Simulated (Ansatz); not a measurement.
Structure data:

```cif
data_structure
_symmetry_space_group_name_H-M 'P -1'
_symmetry_Int_Tables_number 2
_cell_length_a 2.5654
_cell_length_b 2.6813
_cell_length_c 2.7545
_cell_angle_alpha 60.944
_cell_angle_beta 89.032
_cell_angle_gamma 89.098
_cell_volume 16.56
loop_
_atom_site_label
_atom_site_type_symbol
_atom_site_symmetry_multiplicity
_atom_site_Wyckoff_symbol
_atom_site_fract_x
_atom_site_fract_y
_atom_site_fract_z
_atom_site_occupancy
Mo1 Mo 1 d 0.50000 0.00000 0.00000 1
```

> Say what kind of structure these coordinates give.

The element is molybdenum. Strictly the space group is P-1 (No. 2, within 0.01 Å). It is a distorted form of a primitive hexagonal structure, space group P6/mmm (No. 191) within 0.25 Å: simple hexagonal. The cell holds one atom. The neighbours of Mo are eight Mo at 2.57 to 2.76 Å. The bonds build a three-dimensional framework.

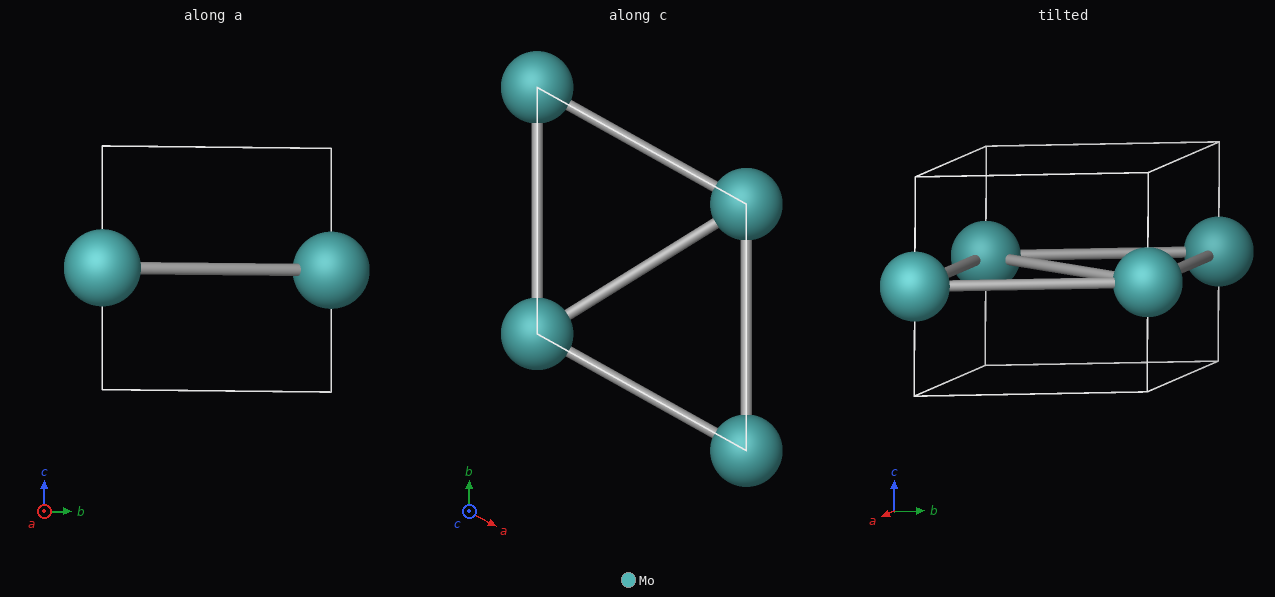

The structure above is drawn in ball-and-stick style and viewed along the a axis, along the c axis and slightly off an axis. Atoms at the boundary of the unit cell (the box) are drawn once for each face, edge or corner they touch.

The cell started as a structure listed in the Materials Project. The cell was then strained or its atoms displaced on purpose. It was run through Ansatz as a DFT input.
